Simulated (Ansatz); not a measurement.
Au: several calculations on one system

**1. Relaxation**

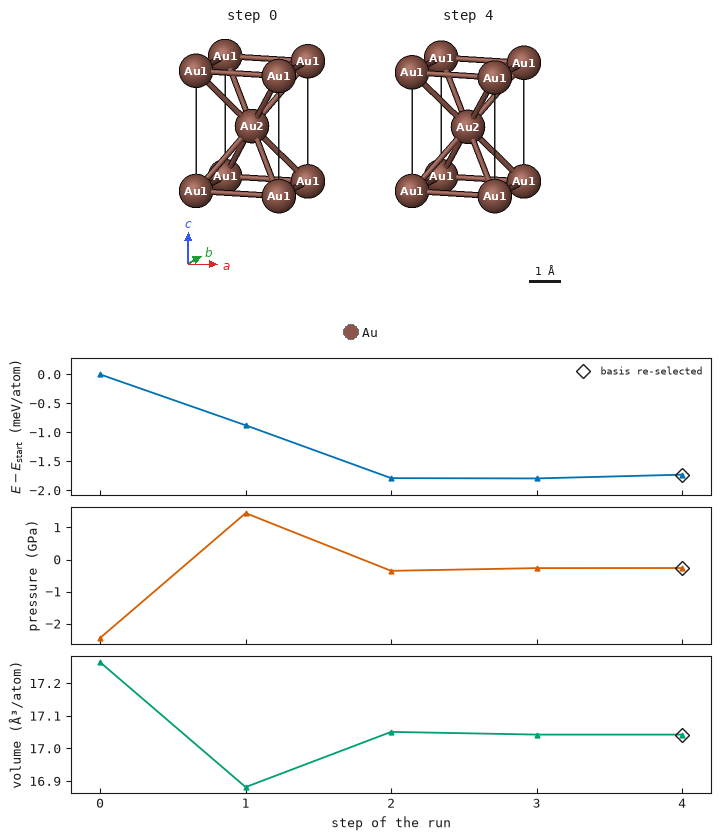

First and last geometry of a relaxation of a crystal of Au (set up in I4/mmm), with the history of the run. A ball-and-stick model of the cell of the calculation, seen slightly off an axis.

Case: biaxial strain in the a-b plane of +1.0 %; c and atoms relaxed.

All numbers below come from Ansatz, DFT PBEsol, scalar-relativistic, plane waves, PAW.

The input:
```yaml
crystal:
  lattice:
    - [2.0622987345, 2.0622987345, 0.0]
    - [-2.0622987345, 2.0622987345, 0.0]
    - [0.0, 0.0, 4.0592573112]
  atoms:
    - { symbol: Au, position: [0.0, 0.0, 0.0] }
    - { symbol: Au, position: [0.5, 0.5, 0.5] }
basis:
  ecutwfc: 420
kpoints:
  mp_grid: { grid: [18, 18, 14] }
hamiltonian:
  xc: pbesol
scf:
  occupations: { method: gaussian, width: 0.1 }
output:
  forces: true
  stress: true
  eigenvalues: true
relax:
  adjacent_minimum: "off"
  f_tol: 0.008
  max_steps: 40
  cell: { stress_tol: 0.015, fix: [a, b, gamma] }
```

Run as
```bash
ansatz run input.yaml --threads 1 --pin off --max-ram 2560MiB --backend cpu --events-out ev --progress --plain --runs-dir out
```

Q: Read the history and describe the run.

A: It converged. After 3 accepted moves (4 points after the start) the energy has fallen by 1.7 meV per atom. All forces vanish by symmetry, so only the cell relaxes. The pressure goes from −2.44 to −0.27 GPa. At 1 point the geometry stayed and the basis and grid were re-selected for the new cell (energy shift of 0.1 meV per atom at most each time). The atoms keep their places relative to the cell (all moves are under 0.005 Å). The volume changes by −1.3 %, with a = b unchanged at 2.917 Å, c 4.059 → 4.007 Å (−1.3 %). Near-neighbour distances that change, for instance: Au1–Au2 2.894 → 2.875 Å. The space group stays I4/mmm (No. 139).

```csv
step,"E − E(0), meV/atom","pressure, GPa","volume, Å³/atom",note
0,0.00,-2.44,17.264,
1,-0.88,1.44,16.882,
2,-1.79,-0.35,17.051,
3,-1.79,-0.27,17.043,
4,-1.73,-0.27,17.043,"same geometry, new basis"
```

**2. Relaxation**

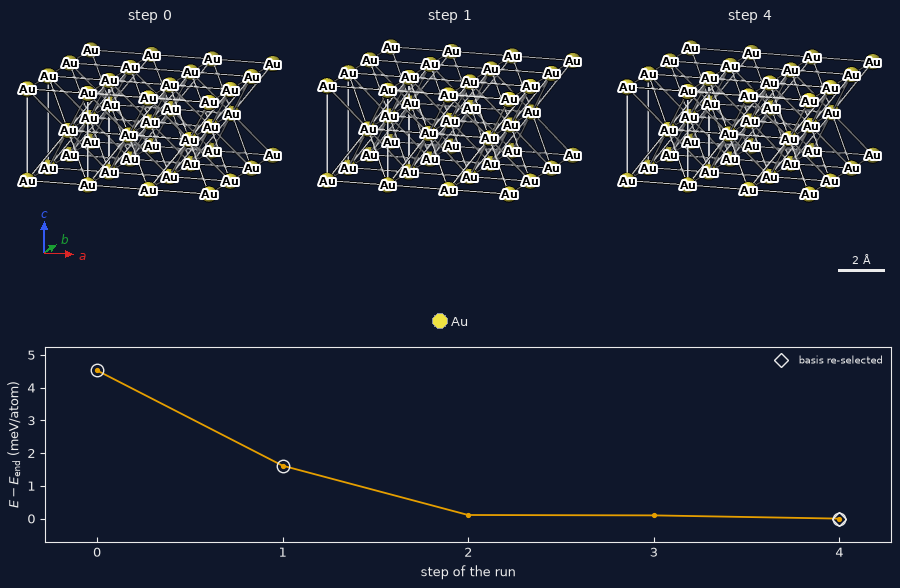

Frames of a relaxation of a crystal of Au (set up in I4/mmm), marked on the history of the run. The picture is a ball-and-stick view of the cell of the calculation, repeated 3 × 3 × 1 with one cell outlined, seen slightly off an axis.

Case: biaxial strain in the a-b plane of -2.0 %; c and atoms relaxed.

The calculation used DFT PBEsol, scalar-relativistic, plane waves, PAW in Ansatz 0.2.0.

The input:
```yaml
crystal:
  lattice:
    - [2.0010423365, 2.0010423365, 0.0]
    - [-2.0010423365, 2.0010423365, 0.0]
    - [0.0, 0.0, 4.1327649888]
  atoms:
    - { symbol: Au, position: [0.0, 0.0, 0.0] }
    - { symbol: Au, position: [0.5, 0.5, 0.5] }
basis:
  ecutwfc: 420
kpoints:
  mp_grid: { grid: [18, 18, 14] }
hamiltonian:
  xc: pbesol
scf:
  occupations: { method: gaussian, width: 0.1 }
output:
  forces: true
  stress: true
  eigenvalues: true
relax:
  adjacent_minimum: "off"
  f_tol: 0.008
  max_steps: 40
  cell: { stress_tol: 0.015, fix: [a, b, gamma] }
```

Command:
```bash
ansatz run input.yaml --threads 1 --pin off --max-ram 2560MiB --backend cpu --events-out ev --progress --plain --runs-dir out
```

Question: Describe the path.

Answer: The energy falls by 4.5 meV per atom in 3 accepted moves (4 points after the start). All forces vanish by symmetry, so only the cell relaxes. The pressure goes from 5.31 to 1.31 GPa. The SCF was repeated once at an unchanged geometry on a basis and grid sized afresh for the cell, which shifted the energy by 0.1 meV per atom at most. No atom moves by more than 0.005 Å relative to the cell. The volume changes by +2.1 %, with a = b unchanged at 2.830 Å, c 4.133 → 4.220 Å (+2.1 %). Among the contacts that change: Au1–Au2 2.876 → 2.908 Å. The space group stays I4/mmm (No. 139). The run took 71 s on 1 thread of Arm Neoverse V2 (shared host), peak memory 0.52 GiB. From step 0 to 1: volume +3.4 %, energy −2.9 meV per atom. From step 1 to 4: volume −1.2 %, energy −1.6 meV per atom.

**3. Series**

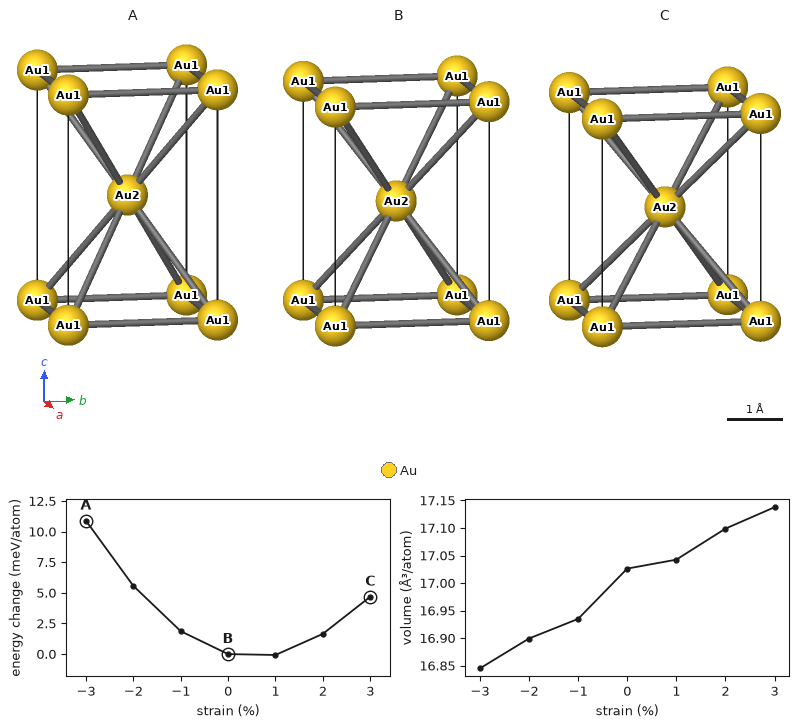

Members of a series of calculations on a crystal of Au (set up in Fm-3m), marked on the first curve. The picture is a ball-and-stick view of the cell of the calculation, seen slightly off an axis.

Computed with Ansatz, DFT PBEsol, scalar-relativistic, plane waves, PAW. Set-up: plane-wave cutoff 420 eV; k-point mesh 18 × 18 × 14; occupations gaussian; smearing width 0.1 eV; no spin polarisation.

> Describe the series.

Biaxial strain in the a–b plane, c and atoms relaxed. A (strain −3.0 %): energy change 10.9 meV/atom, volume 16.85 Å³ per atom. B (strain 0.0 %): energy change 0.0 meV/atom, volume 17.03 Å³ per atom. C (strain 3.0 %): energy change 4.7 meV/atom, volume 17.14 Å³ per atom. The rest compares A with C. The drawn cell changes as follows: a = b 2.801 → 2.974 Å (+6.2 %), c 4.294 → 3.875 Å (−9.8 %); the volume changes by +1.7 %. Near-neighbour distances before and after: Au–Au 2.801 → 2.974 Å, Au–Au 2.921 → 2.859 Å.
